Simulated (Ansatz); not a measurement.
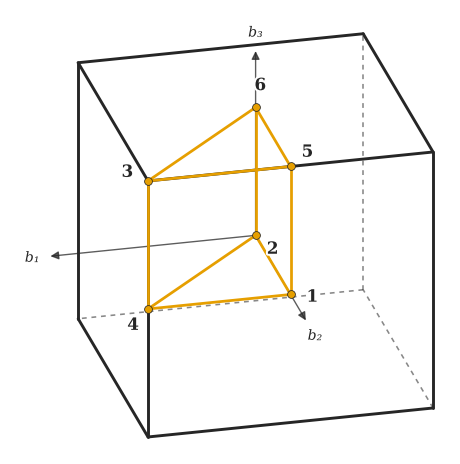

Crystal: N, coordinates from a relaxation with DFT LDA, scalar-relativistic, plane waves, PAW (Ansatz). The first Brillouin zone of a primitive tetragonal lattice (tP; extended symbol tP1) is drawn with its special points numbered. All values are computed from the atomic coordinates in the standard setting (tolerance 0.002 Å).

a = 1.791 Å, b = 1.791 Å, c = 1.868 Å, α = 90.00°, β = 90.00°, γ = 90.00°.

Labels and path follow the convention of Hinuma et al. (2017), as computed by seekpath; the arrows show the directions of the reciprocal primitive vectors b₁, b₂, b₃, in which coordinates are given.

Question: Give the label and coordinates of each numbered point.

Answer:
| no. | label | coordinates |
| --- | --- | --- |
| 1 | X | (0, 1/2, 0) |
| 2 | Γ | (0, 0, 0) |
| 3 | A | (1/2, 1/2, 1/2) |
| 4 | M | (1/2, 1/2, 0) |
| 5 | R | (0, 1/2, 1/2) |
| 6 | Z | (0, 0, 1/2) |
